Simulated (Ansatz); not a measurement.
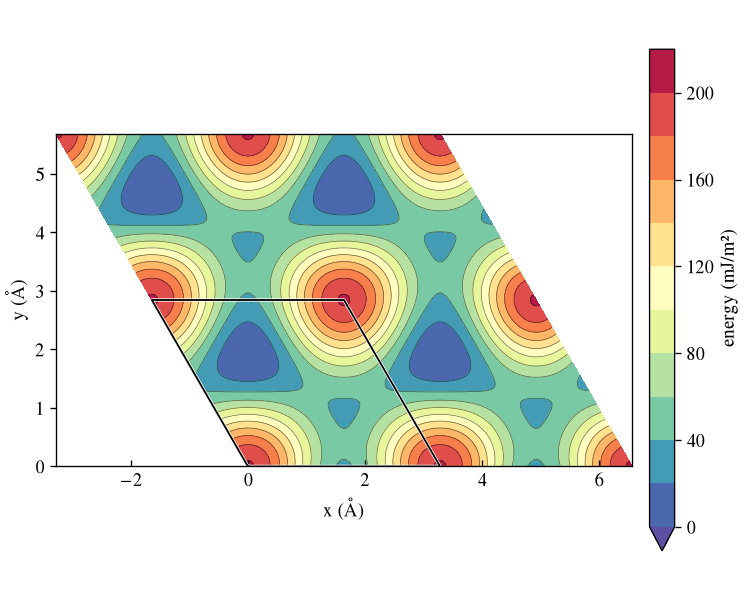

A bilayer of two WSe₂ sheets (1H type), the upper one turned by 180 degrees about the normal (6 atoms in the cell). The upper layer of a bilayer is slid over the lower one; relaxed at each slide: nothing; the origin of the map has Se4 above Se3; the distance between the facing planes is held at 3.31 Å. Places are given modulo a cell vector. The map is drawn in real space over the plane of the slide. Grid: 6 × 6 points; 10 points were computed and 26 follow by symmetry. All energies are given in mJ/m² relative to the lowest grid point. At a held distance the lowest stacking need not be the one that binds best once the distance relaxes. Level of theory: DFT PBE+D3(BJ), scalar-relativistic, plane waves, PAW in Ansatz. Settings: cutoff 420 eV, k-mesh 9×9×1, gaussian smearing 0.05 eV, no spin polarisation.

Drawn: filled contours, the outline of one cell of the 2 × 2 shown. Between grid points the surface is interpolated.

The lowest grid point is at (2/6, 4/6) of the cell vectors. The highest grid point, (0/6, 0/6) of the cell vectors, lies 202 mJ/m² above the lowest. Facing atoms of the upper layer at the lowest point: Se above W of a deeper plane, the W behind them above Se; at the highest: Se above Se.

The scan is repeated with another setting: the distance between the facing planes is held at 3.56 Å; all else is set up alike.

How does the landscape change?

Answer. The lowest place stays at (2/6, 4/6) of the cell vectors. The span from the lowest to the highest grid point shrinks from 202 to 95 mJ/m². Further apart, the short-range repulsion between facing atoms, which depends on the stacking, fades. In the new map: facing atoms of the upper layer at the lowest point: Se above W of a deeper plane, the W behind them above Se; at the highest: Se above Se.

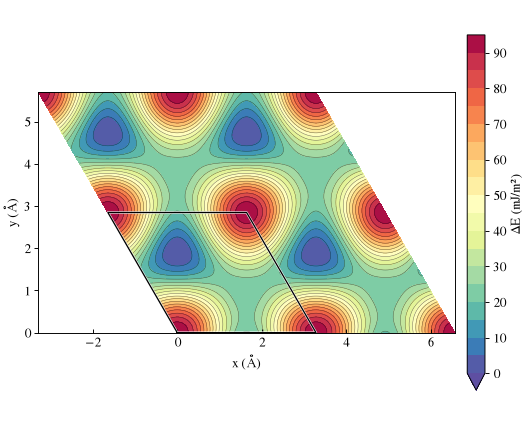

The map after the change, on a colour scale of its own. In the figure: filled contours, the outline of one cell of the 2 × 2 shown. Between grid points the surface is interpolated.

PAW datasets: the set soft_1.
